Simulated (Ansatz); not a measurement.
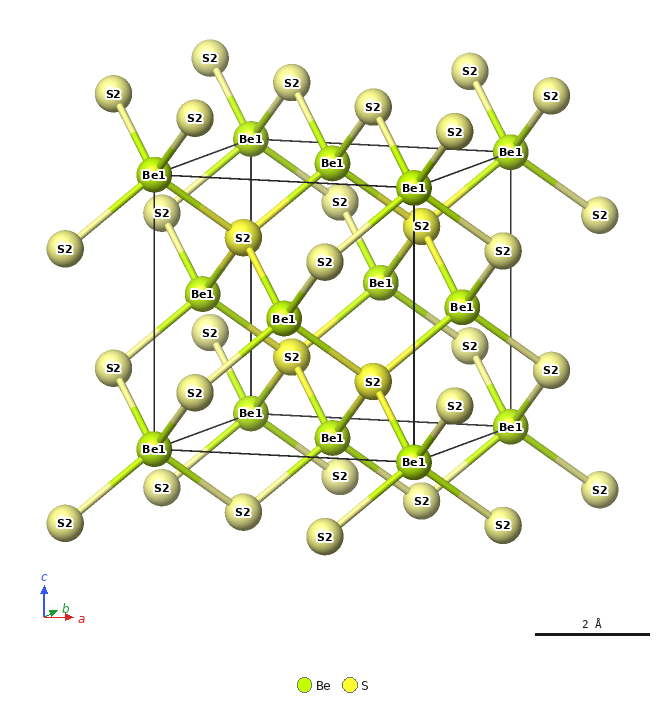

The structure as given in the input (ball-and-stick view of the cell 4 times as large as that of the calculation, set on its symmetry axes, seen slightly off an axis; neighbours outside the cell are drawn fainter; atoms are numbered from 1 in the order of the input). An atom can appear more than once, as a periodic image. Near neighbours in the periodic cell (some may lie outside the picture): Be has 4 S at 2.11 Å; S has 4 Be at 2.11 Å.

# Band-structure calculation of BeS

- system: BeS (2 atoms in the cell)
- method: DFT, r2SCAN, plane waves, PAW, no spin polarisation (Ansatz 0.2.0)

The structure was built on a prototype by a generator. The geometry comes from this level: r2SCAN (a point of a series of strains). Figures and captions count atoms from 1; the log counts them from 0 in places.

Input file:
```yaml
crystal:
  lattice:
    - [0.0, 2.4343062304, 2.4343062304]
    - [2.4343062304, 0.0, 2.4343062304]
    - [2.4343062304, 2.4343062304, 0.0]
  atoms:
    - { symbol: Be, position: [0.0, 0.0, 0.0] }
    - { symbol: S, position: [0.25, 0.25, 0.25] }
kpoints:
  mp_grid: { grid: [10, 10, 10] }
  band_path:
    path:
      - [0.0, 0.0, 0.0]
      - [-0.5, -0.5, 0.0]
      - [-0.375, -0.375, 0.25]
      - [-0.375, 0.0, 0.375]
      - [0.0, 0.0, 0.5]
      - [-0.5, -0.25, 0.25]
      - [-0.0375, 0.0, 0.0375]
      - [0.0, 0.5, 0.5]
    npoints: 1
hamiltonian:
  xc: r2scan
scf:
  occupations: { method: fixed }
  n_extra_bands: 4
output:
  forces: true
  stress: true
  eigenvalues: true
  write_density: true
  write_potential: true
  elf: true
  volumetric_format: npy
```

Machine: 2 threads of AMD EPYC (Zen 3), 1656 GiB of memory available, shared host.

Run as:
```bash
ansatz run input.yaml --threads 2 --pin off --max-ram 29491MiB --backend cpu --events-out ev --progress --plain --runs-dir out
```

Log:
```
scf.n_extra_bands = 4 over 4 filled bands (N_el = 8.0): the run solves 8 bands
Engine: ansatz 0.2.0, x86_64-unknown-linux-gnu
Pseudopotentials: kind: paw
Pseudopotential: Be, paw, valence charge 2, recommended cutoff 500 eV (meta_gga), Be.paw.azcp
Pseudopotential: S, paw, valence charge 6, recommended cutoff 500 eV (meta_gga), S.paw.azcp
Functional definition: r2SCAN
  parameter k0 = 0.174
  parameter k1 = 0.065
  parameter a1 = 4.9479
  exchange = r2scan_x(k0 = k0, k1 = k1, a1 = a1)
  correlation = r2scan_c
Crystal: 2 atoms, lattice volume = 28.851 Å³
Basis set: ecut = 500 eV, 725 PW (Γ), exchange–correlation on 108×108×108 points (64 copies of the dense FFT grid, shifted against one another)
Bands: 8, of which v1, the nominal top of the filled ones, is band 4 counted from 1 (3 counted from 0)
Symmetry: 24 space group operations
Space group: F-43m (ITA 216), of the structure as read, at distance tolerance 3.1e-5 Å
k-points: 47 of 1000 (time reversal used)
Non-local potential: Be, projectors of the file, l = 0: 2, l = 1: 2, l = 2: 1
Non-local potential: S, projectors of the file, l = 0: 2, l = 1: 2, l = 2: 2
PAW form: soft (Blöchl's): semilocal exchange-correlation on the pseudo side does not see the compensation charge
PAW frozen core: Be, regenerated for the run's functional (the file was generated under x = pbe(κ = 0.804, μ = 0.2195149727645171), c = pbe(β = 0.06672455060314922))
PAW frozen core: S, regenerated for the run's functional (the file was generated under x = pbe(κ = 0.804, μ = 0.2195149727645171), c = pbe(β = 0.06672455060314922))
PAW one-centre angular grid: Be, 302 points (default); XC on 255 of its mesh's 2635 points in the sphere
PAW one-centre angular grid: S, 302 points (default); XC on 160 Gauss nodes
Initial density: superposition of atomic densities (neutral atoms: chi_scale 0, normalization atom), corrected by the library's trained network
Initial wavefunctions: pseudopotential atomic-orbital guess
Functional: x = r2scan, c = r2scan; τ floored in thin density (d = 2e-4 eV/Å³)
SCF iter   1: F=—  HF=-1001.522901 eV  |F-HF|=—  |Δ(HF+E_count)|=         —  Δρ=4.77e-3  dr2=5.25e-3  dr2_τ=2.88e-2  ethr=1.77e-3  ⟨swp⟩=4.4  Hψ=2715  notcnv=0  defer=71
preconditioner: auto → none  [insulator: Δε(μ)=3.496 eV  Ē_g=13.571 eV  n_scr=0 (ndim 8)  ℏωp=19.6 eV  f_vac=0.000  ε∞_Penn≈3.1]
SCF iter   2: F=—  HF=-1001.595729 eV  |F-HF|=—  |Δ(HF+E_count)|=   7.28e-2  Δρ=3.06e-3  dr2=2.13e-3  dr2_τ=2.88e-5  ethr=6.57e-5  ⟨swp⟩=2.1  Hψ=1053  notcnv=0  defer=84
SCF iter   3: F=—  HF=-1001.596321 eV  |F-HF|=—  |Δ(HF+E_count)|=   5.91e-4  Δρ=1.47e-3  dr2=9.12e-4  dr2_τ=3.72e-5  ethr=2.67e-5  ⟨swp⟩=2.0  Hψ=659  notcnv=0  defer=87
SCF iter   4: F=—  HF=-1001.596285 eV  |F-HF|=—  |Δ(HF+E_count)|=   3.61e-5  Δρ=3.99e-4  dr2=6.72e-5  dr2_τ=6.51e-7  ethr=1.14e-5  ⟨swp⟩=2.9  Hψ=649  notcnv=0  defer=87
SCF iter   5: F=—  HF=-1001.596293 eV  |F-HF|=—  |Δ(HF+E_count)|=   8.19e-6  Δρ=1.76e-5  dr2=4.19e-8  dr2_τ=5.65e-9  ethr=8.40e-7  ⟨swp⟩=2.0  Hψ=559  notcnv=0  defer=87
SCF iter   6: F=-1001.596293 eV  HF=-1001.596293 eV  |F-HF|=1.71e-9  |Δ(HF+E_count)|=   1.83e-7  Δρ=3.69e-6  dr2=4.51e-9  dr2_τ=2.91e-10  ethr=5.24e-10  ⟨swp⟩=8.2  Hψ=2893  notcnv=0
SCF 1 converged in 6 iterations: F = -1001.596293 eV  dr2 = 4.51e-9
  greatest PAW one-centre occupation: 0.868 electrons in one spin orbital (limit 2), on the S atom at site 1 (counted from 0), in its partial waves of l = 0
```

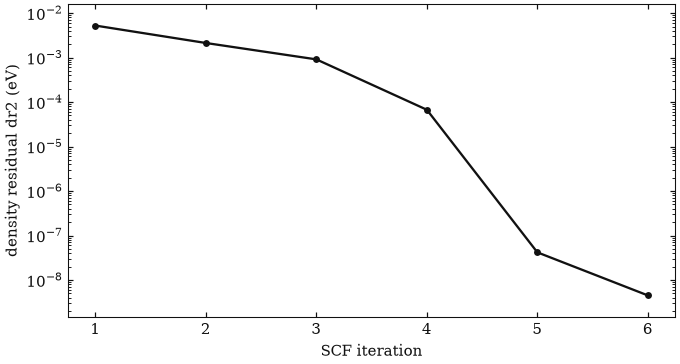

Convergence of the self-consistent field: density residual dr2 against the SCF iteration. The residual falls at every step.

```
NSCF: frozen V_eff on 8 k-points
SCF converged after 6 iterations
Free energy (F): -1001.596293 eV
Harris-Foulkes:  -1001.596293 eV  (|F-HF|=1.71e-9)
Internal energy: -1001.596293 eV  (E = F + TS)
E sigma→0 (E₀):  -1001.596293 eV
Fermi energy:    4.998620 eV
--- Per-component energies (eV) ---
  E_band       = -2.455109
  E_kinetic    = 127.844139
  E_local      = -116.565410  (includes V_loc(G=0)·N_el)
  E_nonlocal   = 32.283426
  E_hartree    = 36.252023
  E_xc         = -111.193986
  E_vxc        = -117.425499  (∫ρ·V_xc dr)
  E_paw        = -670.424323  (= ΣΔE_a)
  E_vpaw       = -6.404431  (= ΣTr[D̂ρ^β])
  E_aug_tail   = 0.000001  (compensation charges beyond the density's cutoff)
  E_vtau       = 5.309207  (kinetic-family band-sum trace: ∫τ·v_τ [+ j·A + Jᵃ·Aᵃ] dr)
  E_ewald      = -299.670369
  E_core_change = -0.121794  (= ΣΔE_core)
  E_smearing   = -0.000000  (= −TS)
  E_closure    = 0.000000  (closes the sum)
  Σ components = -1001.596293   (vs F -1001.596293, Δ=0.00e0)
--- Forces (eV/Å), atoms counted from 1 ---
  atom   1  Be     0.00000000    -0.00000000     0.00000000
  atom   2  S      0.00000000     0.00000000    -0.00000000
  max |Σ_I F_I| component: 3.40e-16 eV/Å
--- Stress (GPa, compression-positive) ---
       -0.001791       0.000000      -0.000000
        0.000000      -0.001791       0.000000
        0.000000       0.000000      -0.001791
  P = ⅓ Tr σ = -0.0018 GPa (-0.018 kbar)
--- Band table (eV; the first three rows and the last of 47) ---
  k-point 0: bands = ["-9.2221", "4.9986", "4.9986", "4.9986", "11.2329", "11.2329", "11.2329", "11.5800"]
  k-point 1: bands = ["-9.1045", "4.1794", "4.8670", "4.8670", "11.2186", "11.4783", "11.4783", "12.4239"]
  k-point 2: bands = ["-8.7692", "2.5181", "4.5647", "4.5647", "11.1692", "11.9717", "11.9717", "14.1309"]
  k-point 46: bands = ["-6.9664", "0.4621", "1.2968", "1.7000", "11.3174", "12.8432", "14.9307", "15.3339"]
```

File bands.tsv:
```
# k_distance	band_0	band_1	band_2	band_3	band_4	band_5	band_6	band_7
# fermi_ev = 4.998620
# lock_threshold_ev = 1e-6
# [0, 0, 0] at k_distance = 0.000000
# [-0.5, -0.5, 0] at k_distance = 1.290549
# [-0.375, -0.375, 0.25] at k_distance = 1.746828
# [-0.375, 0, 0.375] at k_distance = 2.537125
# [0, 0, 0.5] at k_distance = 3.327421
# [-0.5, -0.25, 0.25] at k_distance = 4.239978
# [-0.0375, 0, 0.0375] at k_distance = 5.553710
# [0, 0.5, 0.5] at k_distance = 6.751386
# levels_relative_to = fermi_ev
# free_energy_ev = -1001.596293
# largest_residual_norms_ev = 1.028e-3 1.167e-3 1.516e-3 1.536e-3 8.559e-4 1.071e-3 8.247e-4 1.147e-3
0.000000	-14.220760	0.000000	0.000000	0.000000	6.234316	6.234316	6.234316	6.581417
1.290549	-12.012400	-5.136350	-2.676002	-2.676002	3.589385	5.364487	13.704148	13.704148
1.746828	-12.027126	-4.660193	-4.136916	-2.216344	4.848608	8.041462	11.309990	12.107411
2.537125	-12.027126	-4.660193	-4.136916	-2.216344	4.848608	8.041462	11.309990	12.107411
3.327421	-12.573530	-5.889871	-1.042953	-1.042953	6.032524	7.108740	7.108740	12.006953
4.239978	-11.959887	-4.360927	-3.917274	-3.354886	6.941692	8.679340	9.198971	9.419322
5.553710	-14.176309	-0.298783	-0.123354	-0.017169	6.224539	6.286858	6.394483	6.913762
6.751386	-12.012400	-5.136350	-2.676002	-2.676002	3.589385	5.364487	13.704148	13.704148
```

File rho_z.tsv:
```
# z_ang	rho[e/angstrom^3]
# format = ansatz-planar-average/11
# lattice	0.000000000	2.434306230	2.434306230
# lattice	2.434306230	0.000000000	2.434306230
# lattice	2.434306230	2.434306230	0.000000000
# sites	2
# site	4	0.000000000	0.000000000	0.000000000
# site	16	1.217153115	1.217153115	1.217153115
0.000000	3.086283e-1
0.127505	3.610035e-1
0.255010	4.064114e-1
0.382514	4.379396e-1
0.510019	4.519582e-1
0.637524	4.496683e-1
0.765029	4.363988e-1
0.892533	4.188365e-1
1.020038	4.016353e-1
1.147543	3.853466e-1
1.275048	3.669422e-1
1.402553	3.425696e-1
1.530057	3.105894e-1
1.657562	2.728203e-1
1.785067	2.334743e-1
1.912572	1.970016e-1
2.040076	1.664532e-1
2.167581	1.430725e-1
2.295086	1.268729e-1
2.422591	1.174821e-1
2.550095	1.146429e-1
2.677600	1.183713e-1
2.805105	1.290361e-1
2.932610	1.473888e-1
3.060115	1.744611e-1
3.187619	2.110711e-1
3.315124	2.567568e-1
```

File v_z.tsv:
```
# z_ang	v_es[eV]	v_tot[eV]
# format = ansatz-planar-average/11
# xc	r2scan
# density_cutoff_ev	2000
# datasets	Be=:simpson_from_first_knot:soft:shift=0	S=:simpson_from_first_knot:soft:shift=0
# lattice	0.000000000	2.434306230	2.434306230
# lattice	2.434306230	0.000000000	2.434306230
# lattice	2.434306230	2.434306230	0.000000000
# sites	2
# site	4	0.000000000	0.000000000	0.000000000
# site	16	1.217153115	1.217153115	1.217153115
0.000000	-1.206746e0	-1.251757e1
0.127505	-2.419667e0	-1.429266e1
0.255010	-3.254945e0	-1.556559e1
0.382514	-3.573618e0	-1.619127e1
0.510019	-3.391076e0	-1.623845e1
0.637524	-2.856662e0	-1.586079e1
0.765029	-2.181699e0	-1.520470e1
0.892533	-1.535540e0	-1.438532e1
1.020038	-9.213939e-1	-1.340321e1
1.147543	-1.961543e-1	-1.218476e1
1.275048	7.530208e-1	-1.071588e1
1.402553	2.004492e0	-8.931251e0
1.530057	3.541434e0	-6.829621e0
1.657562	5.178467e0	-4.628596e0
1.785067	6.631856e0	-2.620731e0
1.912572	7.681000e0	-1.051902e0
2.040076	8.272188e0	-3.633193e-2
2.167581	8.495569e0	5.120379e-1
2.295086	8.434583e0	6.810418e-1
2.422591	8.132921e0	5.494968e-1
2.550095	7.595458e0	1.573203e-1
2.677600	6.748882e0	-7.373426e-1
2.805105	5.612664e0	-2.271566e0
2.932610	4.308899e0	-4.200433e0
3.060115	2.947131e0	-6.268986e0
3.187619	1.574330e0	-8.385207e0
3.315124	1.766910e-1	-1.049367e1
```

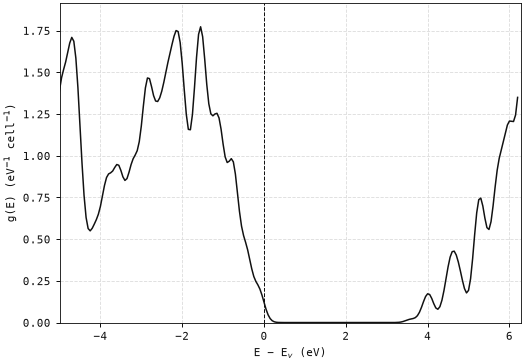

Density of states (the curve is built from the levels of the k mesh with Gaussians 0.3 eV wide, which also blur the band edges), with energies from the valence-band top. There is a gap of 3.59 eV on the k-point mesh. Small ripples come from the finite k-point mesh.

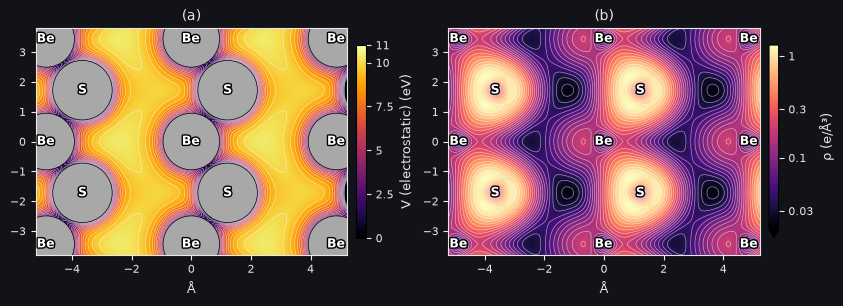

(a) electrostatic potential energy of an electron; (b) valence pseudo-density on the (110) plane of the conventional cell. Grey discs, where drawn, cover atomic cores. The section cuts through Be and S sites. Be–S (2.11 Å): ρ is about 0.67 e/Å³ halfway. Away from the nuclei the density in this plane falls to 0.02 e/Å³ at its lowest. Outside the cores the potential energy rises away from the atoms and is highest about 2.1 Å from the nearest atoms; outside the discs it spans about 10 eV, and its zero is arbitrary. Core electrons are frozen (PAW), so the fields are smoothed inside the atomic spheres.

Results in brief:

| quantity | value |
| --- | --- |
| outcome | converged |
| space group (tolerance 0.01 Å) | F-43m (216) |
| electrons treated | 8 |
| free energy | −1001.5963 eV |
| Fermi energy | 4.999 eV |
| gap on the k-point mesh | 3.59 eV |
| pressure | 0.00 GPa |
| largest force (length of the vector) | under 0.001 eV/Å |
| wall time | 1.6 s (CPU time 3 s) |
| peak memory | 0.52 GiB |
